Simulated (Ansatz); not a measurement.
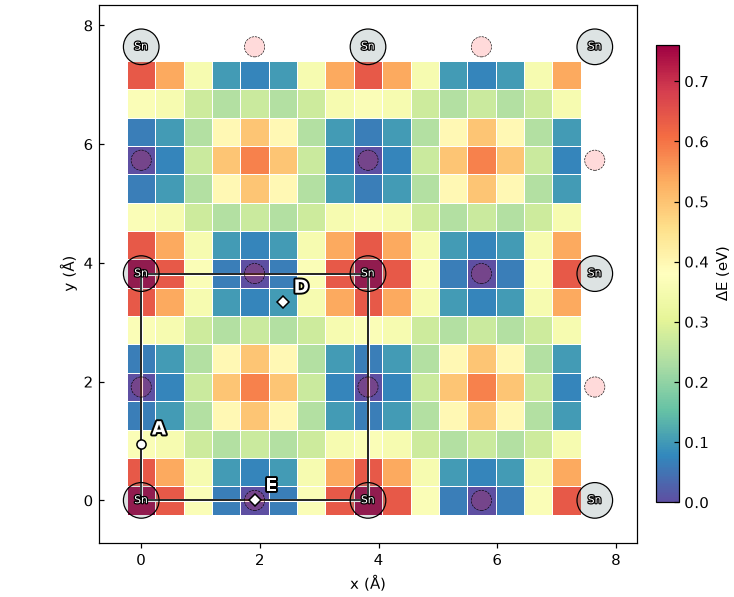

H on a two-dimensional sheet of SnO (4 atoms of substrate and one adsorbate in a 1 × 1 cell). H is moved over the surface cell; relaxed at each place: the height of the adsorbate's atoms; substrate rigid; the origin of the map has the adsorbate above Sn4. Places are given modulo a cell vector. The map is drawn in real space over the plane of the surface. The scan uses an 8 × 8 grid; 15 points were computed and 49 follow by symmetry. All energies are given in eV relative to the lowest grid point. Energies and slopes of some neighbouring points disagree (a jump in structure or state, or too coarse a mesh). The magnetic moment jumps between some neighbouring points. With one adsorbate in each 1 × 1 cell, its nearest image is 3.8 Å away, so neighbouring adsorbates interact. All numbers below come from Ansatz 0.2.0, DFT PBE+D3(BJ), scalar-relativistic, plane waves, PAW. Settings: cutoff 420 eV, k-mesh 7×7×1, gaussian smearing 0.05 eV, spin-polarised.

In the figure: one coloured cell a grid point, labelled circles for the atoms of the top layer and small ones for the second layer, the outline of one cell of the 2 × 2 shown, lettered points.

### Is A the lowest point of the computed grid?

No. A lies 0.363 eV above the lowest grid point, which is at a bridge site between two Sn atoms, over a second-layer O atom, (0/8, 4/8) of the cell vectors.

### Rank the lettered points by energy, lowest first.

E (0.000 eV), D (0.103 eV), A (0.363 eV).

PAW datasets: the set soft_1.
